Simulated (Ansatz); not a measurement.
C

Input

```
crystal:
  lattice:
    - [0.0, 2.127, 3.348]
    - [1.228, 0.0, 3.348]
    - [1.228, 2.127, 0.0]
  atoms:
    - { symbol: C, position: [0.16667, 0.83333, 0.16667] }
    - { symbol: C, position: [0.83333, 0.16667, 0.83333] }
basis:
  ecutwfc: 500
kpoints:
  mp_grid: { grid: [14, 14, 14] }
hamiltonian:
  xc: r2scan
scf:
  occupations: { method: gaussian, width: 0.05 }
output:
  forces: true
  stress: true
  eigenvalues: true
  write_density: true
  write_potential: true
  elf: true
  volumetric_format: npy
```

Launched as:

```sh
ansatz run input.yaml --threads 1 --pin off --max-ram 2560MiB --backend cpu --events-out ev --progress --plain --runs-dir out
```

Below, planes, directions and counts refer to the conventional cell (a = 2.46 Å, b = 4.25 Å, c = 6.70 Å, α = 90.00°, β = 90.00°, γ = 90.00°).

Space group Fmmm.

Method: DFT r2SCAN, scalar-relativistic, plane waves, PAW (Ansatz 0.2.0).

In a PAW calculation such maps are meaningful between the atoms, not at the nuclei.

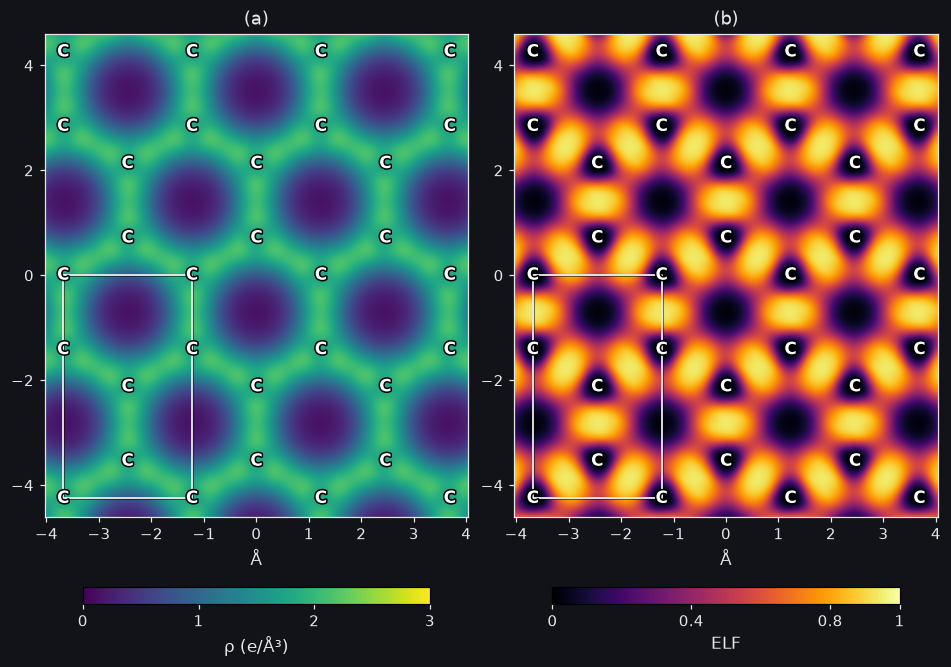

Figure 1. (a) valence charge density (pseudo); (b) electron localisation function on the (001) plane of the conventional cell.

Question: Describe what can be read from this map.

Answer:
- The plane passes through C nuclei.
- C–C (1.42 Å): ρ is about 2.1 e/Å³ halfway; the ELF peaks at about 0.95 between the atoms, as expected for a covalent bond.
- Between the atoms the lowest density in this plane is 0.15 e/Å³.

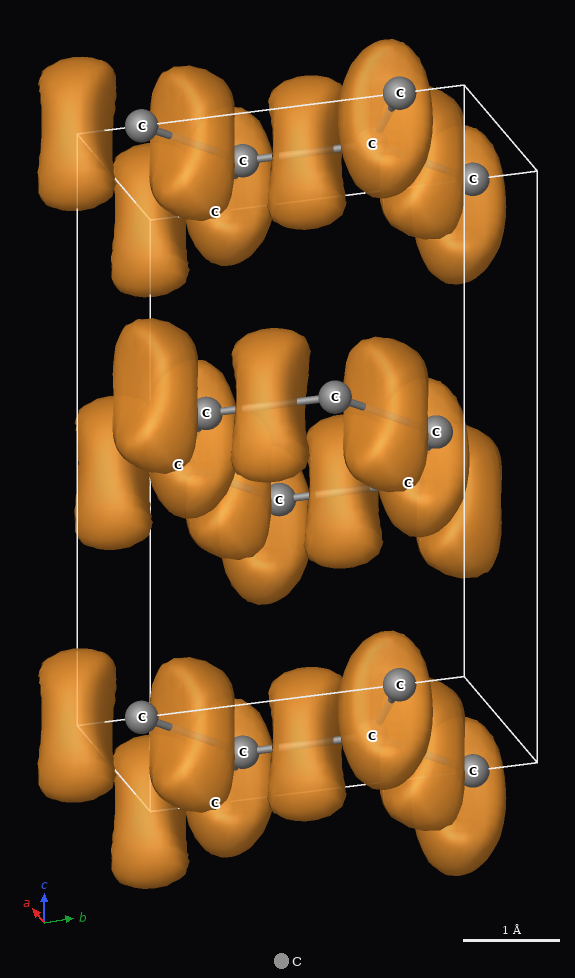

Figure 2. Isosurface of the ELF at 0.7 (orange), seen at an oblique angle. Core shells and regions of very low density are left out. Sticks mark near contacts.

Question: Identify the bonds, lone pairs and shells in this picture.

Answer: The ELF exceeds this value in twelve regions between bonded C–C atoms (shared pairs), counted in one cell of 8 atoms. Regions shared between cells count once.

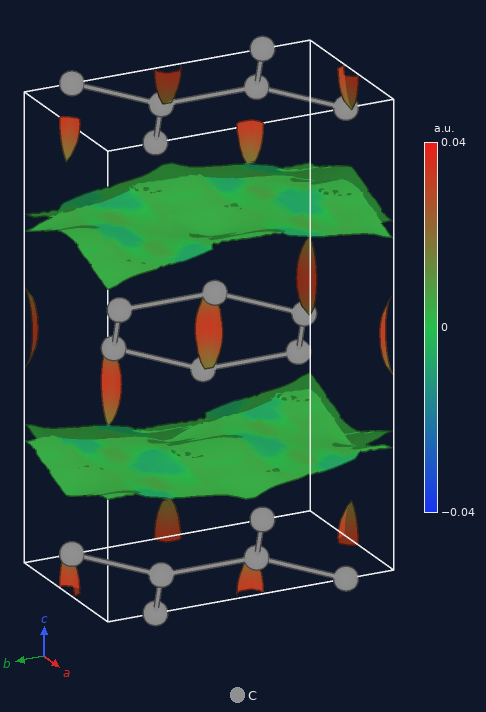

Figure 3. Non-covalent interaction (NCI) plot: the surface where the reduced density gradient is 0.5, for densities under 0.05 a.u., coloured by sign(λ₂)ρ; seen at an oblique angle.

Question: Which non-covalent interactions does the plot reveal?

Answer:
- Sheets between layers or molecules: a weak contact (green) (×2)
- Inside the ring or cage of C: steric crowding (red) (×4)

Question: Does the calculation make it a metal, or give it a gap?

Answer: It is gapped, with a Kohn–Sham gap of 0.38 eV on the k-point mesh, an upper bound to the gap of this method.
